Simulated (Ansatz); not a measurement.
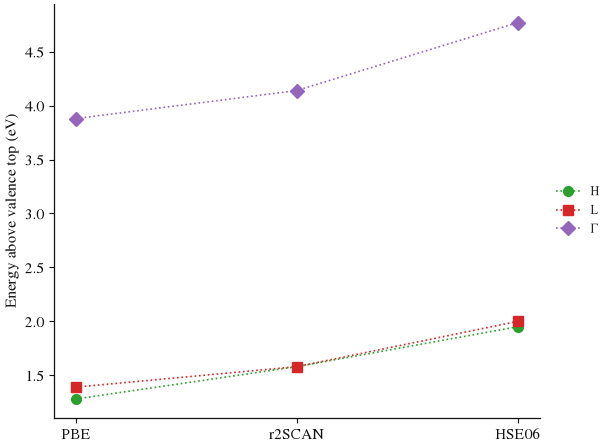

Lowest conduction level at each named k point, counted from the valence-band top at H, by several methods on one cell of PbO, space group P6_3/mmc, 4 atoms in the cell, relaxed with r2SCAN; a = 4.260 Å, c = 5.277 Å (hexagonal axes). All runs are without spin-orbit coupling and carry no moments.

| method | program | H (eV) | L (eV) | Γ (eV) |
| --- | --- | --- | --- | --- |
| PBE | Ansatz | 1.28 | 1.39 | 3.88 |
| r2SCAN | Ansatz | 1.58 | 1.58 | 4.14 |
| HSE06 | Ansatz | 1.95 | 2.00 | 4.77 |

> Estimate the G0W0@PBE values. It was run as: PBE, Ansatz PAW set, 6×6×4 k mesh, 420 eV cutoff, fixed occupations (Ansatz 0.2.0), G0W0 with empty bands 247, screening cutoff 120 eV and frequency treatment contour deformation.

It starts from PBE, whose row gives 1.28 eV at H. G0W0@PBE gives 1.41 eV at H, 1.64 eV at L and 4.29 eV at Γ, which is +0.13 eV from PBE at H.

> Does G0W0@PBE shift these levels rigidly from PBE?

The shifts are +0.13 eV at H, +0.25 eV at L and +0.41 eV at Γ: a spread of 0.28 eV on a mean of 0.26 eV, so one shift doesn't describe them.

> How do the methods rank at H?

From low to high: PBE 1.28, G0W0@PBE 1.41, r2SCAN 1.58, HSE06 1.95 eV. Too close to rank are PBE against G0W0@PBE (different meshes).

Settings. PBE: Ansatz PAW set, 12×12×6 k mesh, 420 eV cutoff, Fermi-Dirac smearing of 0.02 eV (Ansatz). r2SCAN: Ansatz PAW set, 12×12×6 k mesh, 500 eV cutoff, fixed occupations (Ansatz 0.2.0). HSE06: Ansatz PAW set, 6×6×4 k mesh, 420 eV cutoff, fixed occupations (Ansatz 0.2.0).

These are four of the 7 methods that were run on this cell. Spin-orbit coupling is left out, which matters for Pb. The usual form of PbO is litharge (tetragonal). r2SCAN and HSE06: the PAW data sets were made with another functional. The GW values are at finite bands, cutoffs and mesh, short of the basis limit.
